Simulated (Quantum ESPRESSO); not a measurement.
# LiF (Griceite): the LO frequency by hand

Aim: work out the LO frequency and the static dielectric constant of LiF (Griceite) from one linear-response run, then check them.

Calculated with Quantum ESPRESSO 7.5; DFT PBE, scalar-relativistic, plane waves, PseudoDojo norm-conserving pseudopotentials.

## (1) The relaxed structure

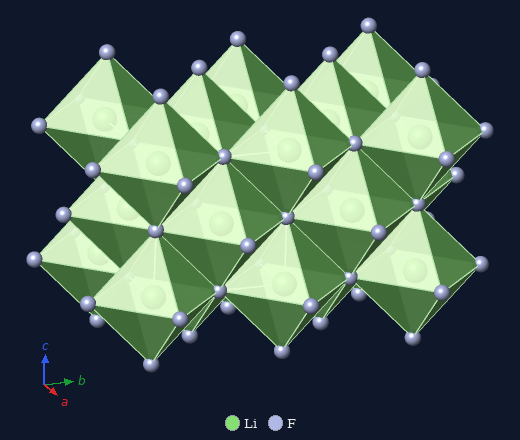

The starting structure, seen slightly off an axis (lithium green, fluorine light blue). 1×2×1 cells are drawn. This picture shows the conventional cell, with its axes. Some periodic images of atoms are drawn too.

This is the cell after its relaxation at this level of theory, not the database cell from which that began.

## (2) What the response run gave

A linear-response run on the relaxed cell, with the response to an electric field; only its zone-centre results are used. Cutoff 92 Ry, k mesh 12×12×12.

Log:

```text
[banners, grids, parts of the stress and lines that vanish by symmetry left out]
Program PHONON v.7.5
     Reading xml data from directory:

[...]
Exchange-correlation= PBE
                           (   1   4   3   4   0   0   0)
[...]
(   8 q-points):
[...]
kinetic-energy cut-off    =      92.0000  Ry
     charge density cut-off    =     368.0000  Ry
     convergence threshold     =      1.0E-18
[...]
Exchange-correlation= PBE
                           (   1   4   3   4   0   0   0)
[...]
q = (   0.0000000   0.0000000   0.0000000 )
     49 Sym.Ops. (with q -> -q+G )
     G cutoff =  274.5281  (  13539 G-vectors)     FFT grid: ( 36, 36, 36)
     number of k points=    72
[...]
Mode symmetry, O_h (m-3m)  point group:
[...]
Dielectric constant
[...]
End of electric fields calculation
          Dielectric constant in cartesian axis
          (       2.043951227       0.000000000      -0.000000000 )
          (       0.000000000       2.043951227      -0.000000000 )
          (       0.000000000      -0.000000000       2.043951227 )
          Effective charges (d Force / dE) in cartesian axis without acoustic sum rule applied (asr)
           atom    1  Li    Mean Z*:        1.05467
      Ex  (        1.05467        0.00000       -0.00000 )
      Ey  (        0.00000        1.05467       -0.00000 )
      Ez  (       -0.00000       -0.00000        1.05467 )
           atom    2  F     Mean Z*:       -1.05468
      Ex  (       -1.05468       -0.00000        0.00000 )
      Ey  (        0.00000       -1.05468       -0.00000 )
      Ez  (       -0.00000       -0.00000       -1.05468 )
          Effective charges Sum: Mean:       -0.00001
[...]
Effective charges (d Force / dE) in cartesian axis with asr applied:
           atom    1  Li    Mean Z*:        1.05467
[...]
atom    2  F     Mean Z*:       -1.05467
[...]
Representation #   1 modes #   1   2   3
[...]
End of self-consistent calculation
     Convergence has been achieved
     Representation #   2 modes #   4   5   6
[...]
End of self-consistent calculation
     Convergence has been achieved
[...]
Dielectric constant in cartesian axis
          (       2.043951227       0.000000000      -0.000000000 )
          (       0.000000000       2.043951227      -0.000000000 )
          (       0.000000000      -0.000000000       2.043951227 )
          Effective charges (d Force / dE) in cartesian axis without acoustic sum rule applied (asr)
           atom    1  Li    Mean Z*:        1.05467
[...]
Mode symmetry, C_s (m)     point group:
[...]
q = (    0.530330086  -0.176776695   0.530330086 )
[...]
Mode symmetry, C_s (m)     point group:
     freq (   1-   1) =        218.8  [cm-1]   --> A''
     freq (   2-   2) =        254.3  [cm-1]   --> A'
     freq (   3-   3) =        287.7  [cm-1]   --> A''
     freq (   4-   4) =        316.2  [cm-1]   --> A'
     freq (   5-   5) =        340.6  [cm-1]   --> A'
     freq (   6-   6) =        487.3  [cm-1]   --> A'
[...]
Mode symmetry, C_2v (mm2)  point group:
[...]
q = (    0.353553391   0.000000000   0.353553391 )
[...]
Mode symmetry, C_2v (mm2)  point group:
     freq (   1-   1) =        185.9  [cm-1]   --> B_1  D_3  S_3
     freq (   2-   2) =        259.3  [cm-1]   --> B_2  D_4  S_4
     freq (   3-   3) =        268.2  [cm-1]   --> B_1  D_3  S_3
     freq (   4-   4) =        306.0  [cm-1]   --> A_1  D_1  S_1
     freq (   5-   5) =        328.5  [cm-1]   --> B_2  D_4  S_4
     freq (   6-   6) =        525.7  [cm-1]   --> A_1  D_1  S_1
[...]
Mode symmetry, D_4h(4/mmm) point group:
[...]
Convergence has been achieved
[...]
Convergence has been achieved
[...]
Convergence has been achieved
[...]
Convergence has been achieved
[...]
q = (    0.000000000  -0.707106781   0.000000000 )
[...]
freq (    5) =       9.876043 [THz] =     329.429322 [cm-1]
     freq (    6) =      13.388498 [THz] =     446.592234 [cm-1]
[...]
Mode symmetry, D_4h(4/mmm) point group:
     freq (   1-   2) =        239.9  [cm-1]   --> E_u  X_5' M_5'
     freq (   3-   4) =        310.7  [cm-1]   --> E_u  X_5' M_5'
     freq (   5-   5) =        329.4  [cm-1]   --> A_2u X_4' M_4'
     freq (   6-   6) =        446.6  [cm-1]   --> A_2u X_4' M_4'
[...]
Mode symmetry, D_2d (-42m) point group:
[...]
Representation #   1 mode #   1
[...]
Convergence has been achieved
     Representation #   2 mode #   2
[...]
Convergence has been achieved
     Representation #   3 modes #   3   4
[...]
End of self-consistent calculation
     Convergence has been achieved
     Representation #   4 modes #   5   6
[...]
End of self-consistent calculation
     Convergence has been achieved
[...]
q = (   -0.353553391  -0.707106781   0.000000000 )
[...]
freq (    1) =       7.734663 [THz] =     258.000583 [cm-1]
     freq (    2) =       8.975349 [THz] =     299.385403 [cm-1]
     freq (    3) =       8.975349 [THz] =     299.385403 [cm-1]
     freq (    4) =      10.449704 [THz] =     348.564611 [cm-1]
     freq (    5) =      11.351467 [THz] =     378.644177 [cm-1]
     freq (    6) =      11.351467 [THz] =     378.644177 [cm-1]
[...]
Mode symmetry, D_2d (-42m) point group:
     freq (   1-   1) =        258.0  [cm-1]   --> A_1  X_1  W_1
     freq (   2-   3) =        299.4  [cm-1]   --> E    X_5  W_3
     freq (   4-   4) =        348.6  [cm-1]   --> B_2  X_3  W_2
     freq (   5-   6) =        378.6  [cm-1]   --> E    X_5  W_3

   JOB DONE.
```

```
                       quantity   value
             cell volume Ω (Å³)  16.747
                 mass of Li (u)   6.940
                  mass of F (u)  18.998
     Born charge of Li, raw (e)   1.055
      Born charge of F, raw (e)  -1.055
                             ε∞   2.044
ω(TO) after the sum rule (cm⁻¹)   270.4
```

## (3) The calculation

The charges must sum to zero over the cell; taking off their mean, 0.000 e, leaves Z* = 1.055 e on Li. In the polar mode Li moves against F, so the reduced mass is μ = 6.94 × 19.00 / 25.94 = 5.083 u.

A longitudinal wave builds up a field that adds to the restoring force: ω(LO)² = ω(TO)² + 4π Z*² / (μ Ω ε∞), in Hartree atomic units. With μ = 9266 electron masses and Ω = 113.01 bohr³ the second term is 6.5307e-06 Ha², or 314578 cm⁻² (1 Ha = 219474.6 cm⁻¹).

So ω(LO) = √(73116 + 314578) = 622.7 cm⁻¹, and by the Lyddane-Sachs-Teller relation ε₀ = ε∞ (ω(LO)/ω(TO))² = 10.84.

## (4) Check against the program

The analysis program adds the same non-analytic term to the full matrix, here for q along (1 0 0).

Log:

```text
[banner, memory and clock lines left out]
Program DYNMAT v.7.5

     Reading Dynamical Matrix from file x.dyn1
     ...Force constants read
     ...epsilon and Z* read

     Polarizability (A^3 units)
     multiply by 0.741849 for Clausius-Mossotti correction
         1.391255    0.000000    0.000000
         0.000000    1.391255   -0.000000
        -0.000000   -0.000000    1.391255

     IR activities are in (D/A)^2/amu units

# mode   [cm-1]    [THz]      IR
    1     -0.00   -0.0000    0.0000
    2     -0.00   -0.0000    0.0000
    3      0.00    0.0000    0.0000
    4    270.40    8.1063    5.0486
    5    270.40    8.1063    5.0486
    6    622.64   18.6664    5.0486
```

ε₀ comes from the program's run without a direction of q.

```
    quantity  by hand  program
ω(LO) (cm⁻¹)    622.7    622.6
          ε₀    10.84    10.84
```

## (5) Summary of results

```yaml
to_mode: 270.4 cm⁻¹
lo_mode: 622.6 cm⁻¹
static_dielectric_constant: 10.84
```

**Reading.** The LO mode of LiF (Griceite) lies at 623 cm⁻¹, 352 cm⁻¹ above the TO mode; the formula meets the program within 0.1 cm⁻¹, as it must for a cubic crystal with one polar mode. ω(LO)² − ω(TO)² goes with Z*²/ε∞: an error of 5 % in ε∞ would move the LO mode by 12.1 cm⁻¹, and semilocal functionals tend to overestimate ε∞. These are harmonic values at zero temperature, at the volume of this functional, for the structure held cubic; stability elsewhere in the zone is no part of this calculation.

[Host names and launcher messages were left out of these logs when they were recorded.]

[Logs are printed without paths, hosts, clocks, repeated set-up lines and the standing remarks that a program may print on its own settings, such as how far it seeks lower states.]

[Hosts, paths, dates, database ids (printed as entryN), source tags and the programs' standing remarks are cut or masked in the printed files.]
